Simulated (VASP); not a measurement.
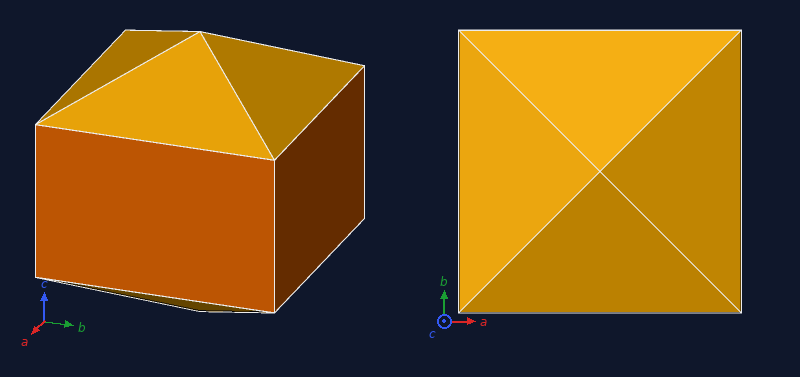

Two views of one computed crystal shape (BFDH rule; symmetry-equivalent faces share a colour; the right view looks down the c axis). A face and its opposite count as equivalent. Forms under 0.4 % of the area are left out.

Question: Which crystal system and Laue class does the shape show?

Answer: Tetragonal, Laue class 4/mmm. A BFDH shape is always centrosymmetric and shows few forms, so it can't tell the point group within that class, and the other Laue class of the same system could look alike. It was computed for Sn in I4_1/amd, with forms {200} and {101}.

Origin: the geometry relaxed with VASP Kohn-Sham DFT of a periodic cell, BEEF-vdW, VASP PAW PBE potentials, recommended, release 54 (VASP).
